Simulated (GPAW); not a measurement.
**How SrO absorbs and reflects light**

Wanted: where SrO starts to absorb, how strongly, and its refractive index. The cell comes from an older database entry, whose edges can differ from later determinations, mostly by under a per cent.

Calculated with GPAW 26.7.0; DFT, PBE, plane-wave PAW (GPAW data sets), scalar-relativistic, RPA, optical limit.

The database entry behind the starting cell differs from later determinations by our own check (about 0.5 % short), so it need not match the best structure at ambient conditions.

## (1) The structure

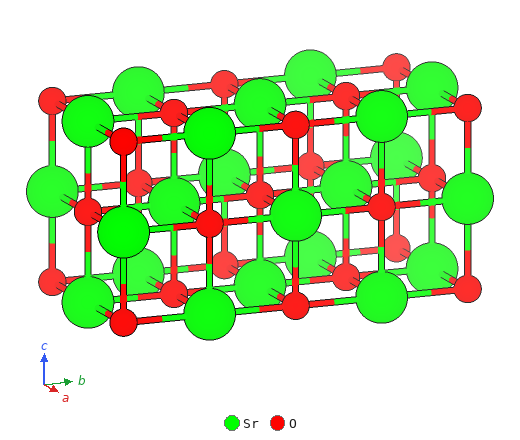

The starting structure, seen slightly off an axis (strontium green, oxygen red). 1×2×1 cells are drawn. This picture shows the conventional cell, with its axes. Some periodic images of atoms are drawn too.

## (2) Ground state

First the ground state: is it a metal or has it a gap?

This step: DFT, PBE, plane-wave PAW (GPAW data sets), scalar-relativistic, ground state (GPAW 26.7.0).

Input file gs.py:

```python
from ase import Atoms
from ase.dft.bandgap import bandgap
from gpaw import GPAW, PW, FermiDirac

atoms = Atoms(['Sr', 'O'],
              cell=[[0.000000000000, 2.566300000000, 2.566300000000],
                    [2.566300000000, 0.000000000000, 2.566300000000],
                    [2.566300000000, 2.566300000000, 0.000000000000]],
              scaled_positions=[[0.500000000000, 0.500000000000, 0.500000000000],
                                [0.000000000000, 0.000000000000, 0.000000000000]],
              pbc=[True, True, True])
atoms.calc = GPAW(mode=PW(500), xc='PBE', kpts={'size': (8, 8, 8), 'gamma': True},
                  occupations=FermiDirac(0.05), maxiter=150, txt='gs.txt')
print('energy (eV)', atoms.get_potential_energy())
print('Fermi level (eV)', atoms.calc.get_fermi_level())
print('valence electrons', atoms.calc.get_number_of_electrons())
print('gap (eV)', bandgap(atoms.calc, output=None)[0])
print('direct gap (eV)', bandgap(atoms.calc, direct=True, output=None)[0])
atoms.calc.write('gs.gpw')
```

Run with:

```console
$ OMP_NUM_THREADS=1 python gs.py
```

Numbers of over 12 decimals in the logs are rounded to 6 here.

The log of the run:

```text
__  _  _
 | _ |_)|_||  |
 |__||  | ||/\| - 26.7.0

Versions:
  Python: 3.12.14
  ASE:    3.29.0
  Numpy:  2.5.5
  Scipy:  1.18.1
  Libxc:  7.0.0

Input parameters:
  mode=PW(ecut=500.0),
  kpts=MonkhorstPack(size=(8, 8, 8), gamma=True),
  maxiter=150,
  occupations=Occupations(name='fermi-dirac', width=0.05, fixmagmom=False),
  xc=XC(name='PBE')

Diagonalizing LCAO Hamiltonian
Converting LCAO to pw mode

               Sr

       O

Atoms  # Å, Bohr magnetons
|   | symbol |        x |        y |        z |    initial magnetic moments |
| 0 |     Sr | 2.566300 | 2.566300 | 2.566300 | ( 0.0000,  0.0000,  0.0000) |
| 1 |      O | 0.000000 | 0.000000 | 0.000000 | ( 0.0000,  0.0000,  0.0000) |

Unit cell  # Å
| periodic |        x |        y |        z |  lengths |    angles |
|      yes | 0.000000 | 2.566300 | 2.566300 | 3.629296 | 60.000000 |
|      yes | 2.566300 | 0.000000 | 2.566300 | 3.629296 | 60.000000 |
|      yes | 2.566300 | 2.566300 | 0.000000 | 3.629296 | 60.000000 |

Number of symmetries: 48
Symmetry operations  # r_c * U_cc + t_c -> r_c
|    | kind |            matrix            |
|  0 |  σ   |  1, 0, 0,  1, 0,-1,  1,-1, 0 |
|  1 |  C2  |  1, 0, 0,  1,-1, 0,  1, 0,-1 |
|  2 |  E   |  1, 0, 0,  0, 1, 0,  0, 0, 1 |
|  3 |  σ   |  1, 0, 0,  0, 0, 1,  0, 1, 0 |
|  4 |  C4  |  1, 0,-1,  1, 0, 0,  1,-1, 0 |
|  5 |  S6  |  1, 0,-1,  1,-1, 0,  1, 0, 0 |
|  6 |  σ   |  1, 0,-1,  0, 1,-1,  0, 0,-1 |
|  7 |  C3  |  1, 0,-1,  0, 0,-1,  0, 1,-1 |
|  8 |  S6  |  1,-1, 0,  1, 0, 0,  1, 0,-1 |
|  9 |  C4  |  1,-1, 0,  1, 0,-1,  1, 0, 0 |
| 10 |  C3  |  1,-1, 0,  0,-1, 1,  0,-1, 0 |
| 11 |  σ   |  1,-1, 0,  0,-1, 0,  0,-1, 1 |
| 12 |  σ   |  0, 1, 0,  1, 0, 0,  0, 0, 1 |
| 13 |  C4  |  0, 1, 0,  0, 1,-1, -1, 1, 0 |
| 14 |  C3  |  0, 1, 0,  0, 0, 1,  1, 0, 0 |
| 15 |  S6  |  0, 1, 0, -1, 1, 0,  0, 1,-1 |
| 16 |  C2  |  0, 1,-1,  1, 0,-1,  0, 0,-1 |
| 17 |  σ   |  0, 1,-1,  0, 1, 0, -1, 1, 0 |
| 18 |  S4  |  0, 1,-1,  0, 0,-1,  1, 0,-1 |
| 19 |  C4  |  0, 1,-1, -1, 1, 0,  0, 1, 0 |
| 20 |  C3  |  0, 0, 1,  1, 0, 0,  0, 1, 0 |
| 21 |  σ   |  0, 0, 1,  0, 1, 0,  1, 0, 0 |
| 22 |  S6  |  0, 0, 1,  0,-1, 1, -1, 0, 1 |
| 23 |  C4  |  0, 0, 1, -1, 0, 1,  0,-1, 1 |
| 24 |  S4  |  0, 0,-1,  1, 0,-1,  0, 1,-1 |
| 25 |  C3  |  0, 0,-1,  0, 1,-1,  1, 0,-1 |
| 26 |  C2  |  0, 0,-1,  0,-1, 0, -1, 0, 0 |
| 27 |  S6  |  0, 0,-1, -1, 0, 0,  0,-1, 0 |
| 28 |  S4  |  0,-1, 1,  1,-1, 0,  0,-1, 0 |
| 29 |  C4  |  0,-1, 1,  0, 0, 1, -1, 0, 1 |
| 30 |  C2  |  0,-1, 1,  0,-1, 0,  1,-1, 0 |
| 31 |  σ   |  0,-1, 1, -1, 0, 1,  0, 0, 1 |
| 32 |  C3  |  0,-1, 0,  1,-1, 0,  0,-1, 1 |
| 33 |  S6  |  0,-1, 0,  0, 0,-1, -1, 0, 0 |
| 34 |  S4  |  0,-1, 0,  0,-1, 1,  1,-1, 0 |
| 35 |  C2  |  0,-1, 0, -1, 0, 0,  0, 0,-1 |
| 36 |  C2  | -1, 1, 0,  0, 1, 0,  0, 1,-1 |
| 37 |  S6  | -1, 1, 0,  0, 1,-1,  0, 1, 0 |
| 38 |  S4  | -1, 1, 0, -1, 0, 1, -1, 0, 0 |
| 39 |  C3  | -1, 1, 0, -1, 0, 0, -1, 0, 1 |
| 40 |  S6  | -1, 0, 1,  0, 0, 1,  0,-1, 1 |
| 41 |  C2  | -1, 0, 1,  0,-1, 1,  0, 0, 1 |
| 42 |  C3  | -1, 0, 1, -1, 1, 0, -1, 0, 0 |
| 43 |  S4  | -1, 0, 1, -1, 0, 0, -1, 1, 0 |
| 44 |  C2  | -1, 0, 0,  0, 0,-1,  0,-1, 0 |
| 45 |  i   | -1, 0, 0,  0,-1, 0,  0, 0,-1 |
| 46 |  σ   | -1, 0, 0, -1, 1, 0, -1, 0, 1 |
| 47 |  C2  | -1, 0, 0, -1, 0, 1, -1, 1, 0 |

BZ-sampling:
  Number of BZ points: 512
  Number of IBZ points: 29

  Monkhorst-Pack size: [8, 8, 8]
  Monkhorst-Pack shift: [0.0625, 0.0625, 0.0625]

K-points  # in reciprocal-cell coordinates
|     |                                coordinates |     weight |
|   0 | (  0.00000000,   0.00000000,   0.00000000) | 0.00195312 |
|   1 | (  0.12500000,   0.12500000,   0.00000000) | 0.01171875 |
|   2 | (  0.12500000,   0.12500000,   0.12500000) | 0.01562500 |
|   3 | (  0.25000000,   0.12500000,   0.12500000) | 0.02343750 |
|   4 | (  0.25000000,   0.25000000,   0.00000000) | 0.01171875 |
|   5 | (  0.25000000,   0.25000000,   0.12500000) | 0.04687500 |
|   6 | (  0.25000000,   0.25000000,   0.25000000) | 0.01562500 |
|   7 | (  0.37500000,   0.25000000,  -0.37500000) | 0.04687500 |
|   8 | (  0.37500000,   0.25000000,   0.12500000) | 0.04687500 |
|   9 | (  0.37500000,   0.25000000,   0.25000000) | 0.04687500 |
| ... |                                            |            |
|  28 | (  0.50000000,   0.50000000,   0.50000000) | 0.00781250 |

Plane wave coefficients: 881
Cutoff: 500.0 eV

Spin-components: 1 (collinear spins)
Bands:           9
Projectors:      10
Spin-degeneracy: 2
Datatype:        complex128

Parallelization:
  kpt:    1
  domain: 1
  band:   1

Density:
  Valence electrons: 16.0
  Components: 1
  Grid points: [20 20 20]
  Charge: 0.0  # |e|

Potential:
  Grid points: [20 20 20]

species:
  Sr:
    name:    Strontium
    id:
    Z:       38.0
    valence: 10
    core:    28
    charge:  0.0  # [|e|]
    compensation charges:
      type: gauss
      rc: 0.40  # [Å]
      lmax: 2
    cutoffs:
      filter: 2.39  # [Å]
      core: 1.85  # [Å]
    projectors
    | kind |    occ | energy [eV] | rcut [Å] |
    |   4s |  2.000 |     -40.883 |    1.291 |
    |   5s |  2.000 |      -3.525 |    1.291 |
    |   4p |  6.000 |     -22.826 |    1.291 |
    |    p |        |       4.386 |    1.291 |
    |    d |        |       0.000 |    1.254 |

    Using partial waves for Sr as LCAO basis

  O:
    name:    Oxygen
    id:
    Z:       8.0
    valence: 6
    core:    2
    charge:  0.0  # [|e|]
    compensation charges:
      type: gauss
      rc: 0.21  # [Å]
      lmax: 2
    cutoffs:
      filter: 1.17  # [Å]
      core: 0.83  # [Å]
    projectors
    | kind |    occ | energy [eV] | rcut [Å] |
    |   2s |  2.000 |     -23.961 |    0.688 |
    |   2p |  4.000 |      -9.029 |    0.598 |
    |    s |        |       3.251 |    0.688 |
    |    p |        |      18.182 |    0.598 |
    |    d |        |       0.000 |    0.619 |

    Using partial waves for O as LCAO basis

Reference energy: -88537.622309  # eV

eigensolver:
  PPCG
  Converge bands: occupied
  niter=2

density mixing:
  MSR1-Mixer
  Pratt-step length: 0.05
  Maximum mixing coefficient: 0.75
  Old densities: 10
  SVD Regularization: 0.005
  Good broyden scale: 1.0
  Trust region scale: 1.0
  Backstep threshold: 4.0
  History deletion threshold: 6.0
  Fourier metric: weight=20.0, sigma=0.015

occupation numbers:
  Fermi-Dirac:
    width: 0.0500  # eV

poisson solver:
  ecut: 4000.0  # eV

xc functional:
  name: PBE with 2 nearest neighbor stencil

convergence criteria:
- Maximum [total energy] change in last 3 cyles: 0.0005 eV / valence electron
- Maximum integral of absolute [dens]ity change: 0.0001 electrons / valence electron
- Maximum integral of absolute [eigenst]ate change: 4e-08 eV^2 / valence electron
maximum number of iterations: 150

SCF iterations
|iter     |      energy | eigst |  dens |
|iter:   1||  -13.321765 | +0.18 |       |
|iter:   2||  -12.865653 | -1.35 | -0.92 |
|iter:   3||  -11.854429 | -0.44 | -0.98 |
|iter:   4||  -11.854576 | -1.90 | -1.43 |
|iter:   5||  -11.864244 | -2.96 | -1.67 |
|iter:   6||  -11.865121 | -3.66 | -2.49 |
|iter:   7||  -11.865142c| -5.04 | -3.12 |
|iter:   8||  -11.865147c| -5.75 | -3.67 |
|iter:   9||  -11.865147c| -6.67 | -4.35c|
|iter:  10||  -11.865147c| -7.62c| -5.12c|

Converged in 10 steps
SCF loop duration: 3.297 s (0.330 s/step)
Energy contributions relative to reference atoms: (reference = -88537.622309)

Energy contributions:
  Kinetic:          13.916754
  Coulomb:         -10.563656
  Zero:             -0.297279
  External:          0.000000
  Xc:              -14.920966
  Entropy:          -0.000000
  Spinorbit:         0.000000
  ----------------------------
  Free energy:     -11.865147
  Extrapolated:    -11.865147

dipole moment: (-14.455467, -14.455467, -14.455467)  # |e|*Ang

Fermi level: 6.178
Eigenvalues  # (at kpt = [0.000, 0.000, 0.000])
| band index |      eig [eV] | occ [0-2] |
|          0 |       -27.097 |     2.000 |
|          1 |        -9.946 |     2.000 |
|          2 |        -8.753 |     2.000 |
|          3 |        -8.753 |     2.000 |
|          4 |        -8.753 |     2.000 |
|          5 |         5.152 |     2.000 |
|          6 |         5.152 |     2.000 |
|          7 |         5.152 |     2.000 |
|          8 |         9.197 |     0.000 |

Gap: 3.362 eV
Transition (v -> c):
  (s=0, k=0, n=7, [0.00, 0.00, 0.00]) -> (s=0, k=24, n=8, [0.50, 0.50, 0.00])
Direct/indirect transitions are different
Direct gap: 3.424 eV
Transition at: (s=0, k=24, n=7, [0.50, 0.50, 0.00])

--- standard output ---
energy (eV) -11.865147
Fermi level (eV) 6.178363
valence electrons 16.0
gap (eV) 3.361679
direct gap (eV) 3.424002
```

The job ended after 4.6 s (1 thread of Arm Neoverse V2, shared host; peak memory 0.13 GiB).

Read-outs, printed or worked out from the files:

* energy: -11.87 eV
* Fermi energy: 6.178 eV
* gap on the k-mesh: 3.362 eV
* direct gap on the mesh: 3.424 eV
* electrons: 16

There is a gap, 3.36 eV on this mesh (points off the mesh can give less), so no carriers' term is needed.

## (3) Bands for the response

The response needs many more empty bands than the density does.

This step: DFT, PBE, plane-wave PAW (GPAW data sets), scalar-relativistic, bands at fixed density (GPAW 26.7.0).

Input file nscf.py:

```python
from ase.dft.bandgap import bandgap
from gpaw import GPAW, FermiDirac

calc = GPAW('gs.gpw').fixed_density(kpts={'size': (12, 12, 12), 'gamma': True}, nbands=41, convergence={'bands': 35},
                                    occupations=FermiDirac(0.001), txt='nscf.txt')
print('gap (eV)', bandgap(calc, output=None)[0])
print('direct gap (eV)', bandgap(calc, direct=True, output=None)[0])
print('top band over the Fermi level (eV)', min(calc.get_eigenvalues(kpt=k)[34] for k in range(len(calc.get_ibz_k_points()))) - calc.get_fermi_level())
calc.write('full.gpw', mode='all')
```

Run with:

```console
$ OMP_NUM_THREADS=1 python nscf.py
```

The log of the run:

```text
Diagonalizing LCAO Hamiltonian
Converting LCAO to pw mode
convergence criteria:
- Maximum integral of absolute [eigenst]ate change: 4e-08 eV^2 / valence electron
maximum number of iterations: 150

SCF iterations
|iter     |      energy | eigst |  dens |
|iter:   1||             | +3.71 |       |
|iter:   2||             | +2.22 |       |
|iter:   3||             | +1.06 |       |
|iter:   4||             | -0.10 |       |
|iter:   5||             | -1.07 |       |
|iter:   6||             | -1.96 |       |
|iter:   7||             | -2.87 |       |
|iter:   8||             | -3.65 |       |
|iter:   9||             | -4.56 |       |
|iter:  10||             | -5.30 |       |
|iter:  11||             | -6.16 |       |
|iter:  12||             | -6.70 |       |
|iter:  13||             | -7.42c|       |
SCF steps: 13
  __  _  _
 | _ |_)|_||  |
 |__||  | ||/\| - 26.7.0

Versions:
  Python: 3.12.14
  ASE:    3.29.0
  Numpy:  2.5.5
  Scipy:  1.18.1
  Libxc:  7.0.0

Input parameters:
  mode=PW(ecut=500.0),
  convergence={'bands': 35},
  gpts=array([20, 20, 20]),
  kpts=MonkhorstPack(size=(12, 12, 12), gamma=True),
  maxiter=150,
  nbands=41,
  occupations=Occupations(name='fermi-dirac', width=0.001, fixmagmom=False),
  parallel={},
  xc=XC(name='PBE')

--- standard output ---
gap (eV) 3.361666
direct gap (eV) 3.423989
top band over the Fermi level (eV) 40.933439
```

It took 45 s on 1 thread; peak memory 0.19 GiB.

## (4) Dielectric function, RPA

Local fields let the induced charge screen the field inside the cell, which as a rule lowers ε, most along directions where the density is uneven.

This step: DFT, PBE, plane-wave PAW (GPAW data sets), scalar-relativistic, RPA, optical limit (GPAW 26.7.0).

Input file df.py:

```python
from gpaw.response.df import DielectricFunction

df = DielectricFunction('full.gpw', frequencies={'type': 'nonlinear', 'domega0': 0.03, 'omega2': 8},
                        ecut=50,
                        eta=0.15,
                        nbands=35,
                        txt='df.txt')
for direction in ['x']:
    df.get_dielectric_function(xc='RPA', direction=direction, filename=f'df_{direction}.csv')
```

Run with:

```console
$ OMP_NUM_THREADS=1 python df.py
```

The log of the run:

```text
Using integrator: PointIntegrator
NonLinearFrequencyDescriptor(from 0.000 to 79.533 eV, 519 points)
Nonperiodic BCs:  [False False False]
Using integrator: PointIntegrator
NonLinearFrequencyDescriptor(from 0.000 to 79.533 eV, 519 points)
Nonperiodic BCs:  [False False False]

Calculating chi0 body with:
    Ground state adapter containing:
    Number of spins: 1
    Number of kpoints: 1728
    Number of irreducible kpoints: 72
    Number of completely occupied states: 8
    Number of partially occupied states: 8

    Linear response parametrization:
    q_c: [0.0, 0.0, 0.0]
    Number of frequency points: 519
    Planewave cutoff: 50.0
    Number of bands: 35
    Number of planewaves: 27
    Broadening (eta): 0.15

Integrating chi0 body.

Symmetries of q_c:
    Direct symmetries (Uq -> q): 48
    Indirect symmetries (TUq -> q): 0
In total 48 allowed symmetries.

72 groups of equivalent kpoints. 95.833333% reduction.

Integral kind: spectral function

Calculating chi0 optical extensions with:
    Ground state adapter containing:
    Number of spins: 1
    Number of kpoints: 1728
    Number of irreducible kpoints: 72
    Number of completely occupied states: 8
    Number of partially occupied states: 8

    Linear response parametrization:
    Number of frequency points: 519
    Planewave cutoff: 50.0
    Number of bands: 35
    Number of planewaves: 27
    Broadening (eta): 0.15
Integrating chi0 head and wings.

Symmetries of q_c:
    Direct symmetries (Uq -> q): 48
    Indirect symmetries (TUq -> q): 0
In total 48 allowed symmetries.

72 groups of equivalent kpoints. 95.833333% reduction.

Integral kind: spectral function wings
```

The job ended after 6.4 s (1 thread; peak memory 0.22 GiB).

This step gave:

```
electronic dielectric constant ε∞, mean over x, y and z (by symmetry where fewer were run) : 3.581
main peak of Im epsilon, first axis                                                        : 9.378 eV
```

Some rows of df_x.csv (energy; Re and Im without local fields; Re and Im with them):

```text
0.000000, 3.875373, -0.000000, 3.580590, -0.000000
0.429336, 3.884831, 0.006670, 3.589161, 0.006044
0.878195, 3.915744, 0.014209, 3.617165, 0.012868
1.347938, 3.974119, 0.023556, 3.670002, 0.021307
1.840057, 4.071057, 0.036598, 3.757600, 0.033032
2.356191, 4.229487, 0.058240, 3.900338, 0.052352
2.898142, 4.510044, 0.108775, 4.151607, 0.096930
3.467895, 5.065767, 0.457811, 4.644697, 0.399159
4.067647, 4.934999, 1.335164, 4.575212, 1.174598
4.699832, 4.538960, 1.686983, 4.221689, 1.514420
5.367152, 4.335242, 2.124196, 4.025346, 1.934196
6.072622, 3.997187, 2.749805, 3.772813, 2.553512
6.819608, 3.912818, 3.018575, 3.696610, 2.818710
7.611886, 3.085674, 3.774121, 2.937259, 3.627490
8.453705, 2.309371, 3.032731, 2.034710, 2.950250
9.349861, 2.161791, 5.150809, 2.033153, 4.872656
10.305790, 0.352757, 3.314149, 0.204817, 3.084043
11.327680, -0.091924, 2.114729, -0.155513, 1.997382
12.422601, 0.506217, 0.884975, 0.314840, 0.844994
13.598673, 1.020351, 1.546955, 0.837809, 1.527814
```

Values under the direct gap are tails of Lorentzian lines. The Im ε, E ∥ x by photon energy; read off at these points:

```tsv
photon energy (eV)	Im ε, E ∥ x
0.00	0
0.50	0.00707
1.00	0.0149
1.50	0.0245
2.00	0.0379
2.50	0.0603
3.00	0.114
3.50	0.438
4.00	1.14
4.50	1.86
5.00	1.80
5.50	1.94
6.00	2.59
6.50	2.65
7.00	2.94
7.50	3.50
7.61	3.63
8.00	3.54
8.50	2.87
9.00	3.36
9.35	4.87
9.50	4.65
10.00	3.50
10.50	2.95
11.00	2.27
11.50	1.69
12.00	1.22
12.50	0.809
13.00	0.745
13.43	1.60
13.50	1.58
```

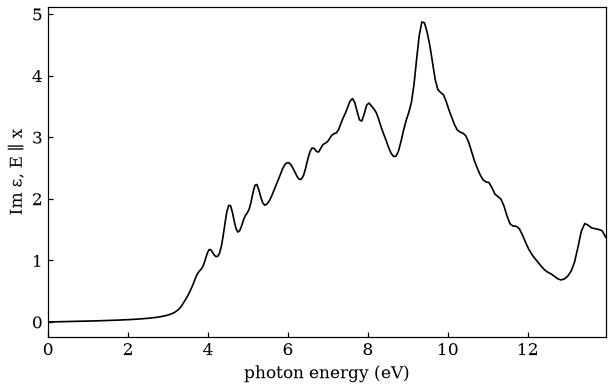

Im ε, E ∥ x, plotted against photon energy.

The Re ε, E ∥ x by photon energy:

```tsv
photon energy (eV)	Re ε, E ∥ x
0	3.58
1	3.63
2	3.80
3	4.22
4	4.70
5	4.52
6	3.90
7	3.60
8	2.59
9	2.82
10	0.293
11	-0.0576
12	-0.0494
13	1.05
```

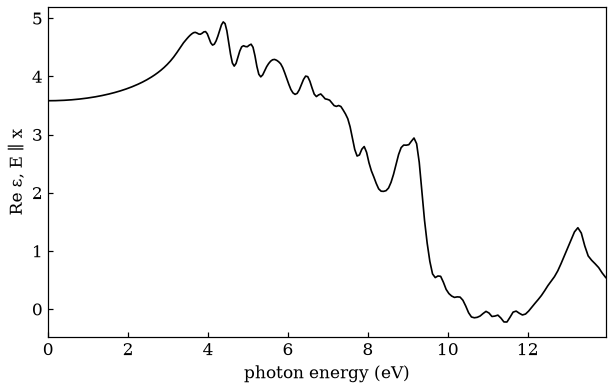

Re ε, E ∥ x against photon energy.

The reflectivity at normal incidence, E ∥ x has structure finer than the step of the table below, so its rows give means over 1 eV, whole bins alone (the curve runs from 0 to 14.0 eV). Peaks (eV: height): 7.6: 18.5, 9.5: 25.8.

Table of reflectivity at normal incidence, E ∥ x by photon energy; means over each step:

```tsv
photon energy (eV)	reflectivity at normal incidence, E ∥ x (%)
1	9.72
2	10.4
3	12.1
4	14.4
5	14.6
6	15.3
7	16.6
8	17.4
9	18.5
10	24.0
11	22.5
12	16.5
13	5.27
```

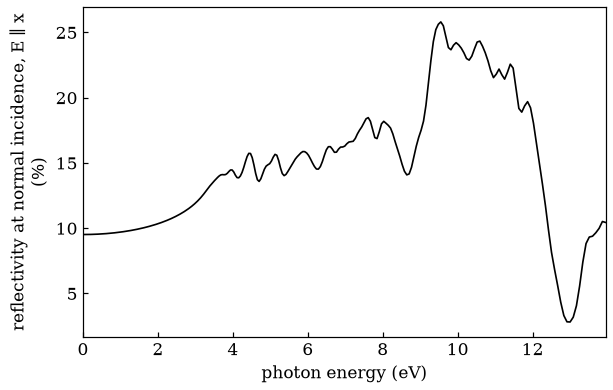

Reflectivity at normal incidence, E ∥ x against photon energy.

The Im ε, E ∥ x has structure finer than the step of the table below, so its rows give means over 1 eV, whole bins alone (the curve runs from 0 to 14.0 eV). Peaks (eV: height): without local fields 7.6: 3.77, 9.3: 5.15, 13.4: 1.65; with local fields 7.6: 3.63, 9.3: 4.87, 13.4: 1.60.

Values under the direct gap are tails of Lorentzian lines. The Im ε, E ∥ x by photon energy; means over each step:

```tsv
photon energy (eV)	without local fields	with local fields
1	0.0168	0.0152
2	0.0437	0.0394
3	0.175	0.155
4	1.17	1.02
5	2.04	1.84
6	2.59	2.37
7	3.18	2.99
8	3.49	3.37
9	3.81	3.59
10	3.75	3.55
11	2.43	2.27
12	1.28	1.24
13	1.03	0.965
```

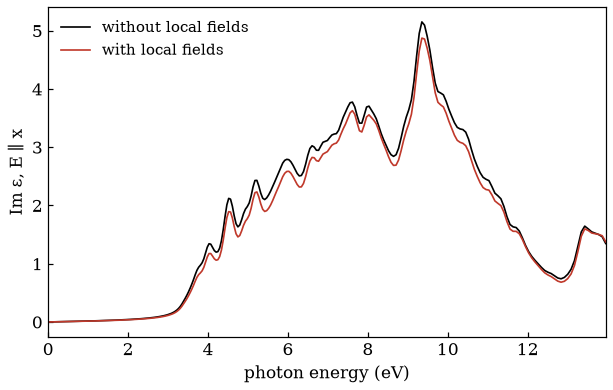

Im ε, E ∥ x, plotted against photon energy.

The loss function −Im 1/ε at q → 0, E ∥ x has structure finer than the step of the table below, so its rows give means over 1 eV, whole bins alone (the curve runs from 0 to 14.0 eV). Peaks (eV: height): 12.3: 1.04.

Values under the direct gap are tails of Lorentzian lines. Table of loss function −Im 1/ε at q → 0, E ∥ x by energy loss; means over each step:

```tsv
energy loss (eV)	loss function −Im 1/ε at q → 0, E ∥ x
1	0.00114
2	0.00270
3	0.00806
4	0.0432
5	0.0835
6	0.109
7	0.136
8	0.194
9	0.186
10	0.283
11	0.446
12	0.824
13	0.568
```

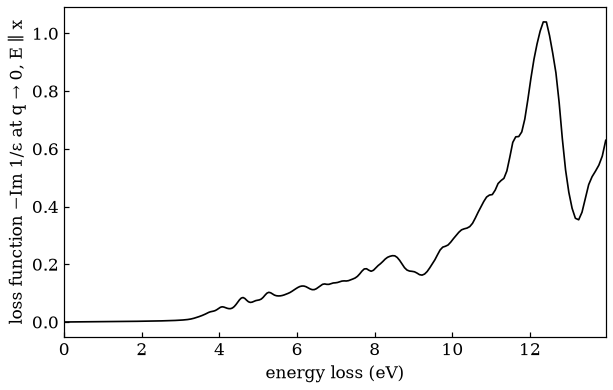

Loss function −Im 1/ε at q → 0, E ∥ x, plotted against energy loss.

From ε follow the optical constants at some laser and lamp lines:

```tsv
wavelength (nm)	n	k	R (%)	1/α
1550	1.90	0.003	9.6	40 µm
1064	1.91	0.005	9.8	18 µm
800	1.92	0.007	10.0	9.6 µm
405	2.07	0.031	12.1	1.1 µm
308	2.17	0.270	14.3	91 nm
248	2.17	0.415	15.0	48 nm
193	2.08	0.590	15.4	26 nm
```

Below the direct gap, k and the depth come from the tails of the Lorentzian lines, not from transitions.

Rows near the edge hang on the gap, which this functional as a rule makes too small, and phonon-assisted absorption is left out.

## (5) Outcome

* electronic dielectric constant ε∞, mean over x, y and z (by symmetry where fewer were run) (RPA): 3.58
* main peak of Im epsilon, first axis: 9.38 eV

**Reading.** At this level (PBE, RPA) SrO has ε∞ = 3.58 and n = 1.90 at 1550 nm, and Im ε peaks at 9.4 eV. On the mesh the gap is 3.36 eV and the least direct gap 3.42 eV, so on this mesh the band edges lie at different points. Local fields change the static value along x from 3.88 to 3.58 (-8 %). Distinct maxima of Im ε, read by a parabola through the highest points, lie at 6.00 eV (2.6), 7.60 eV (3.6), 8.02 eV (3.6) and 9.38 eV (4.9). Excitons and phonon-assisted transitions are missing; PBE gaps are as a rule too small, which pulls the onset down and ε∞ up. The sum runs over mesh points, so small or evenly spaced maxima can still be ripples of the mesh. In this version of GPAW the matrix elements of the optical limit are incomplete, which can lower ε − 1 by up to a tenth where first-row anions or d states rule, and shift it by more in d metals.

[Machine, clock and banner lines and Python warnings are left out of the logs.]

[Logs are printed without paths, hosts, clocks, repeated set-up lines and the standing remarks that a program may print on its own settings, such as how far it seeks lower states.]

[Hosts, paths, dates, database ids (printed as entryN), source tags and the programs' standing remarks are cut or masked in the printed files.]
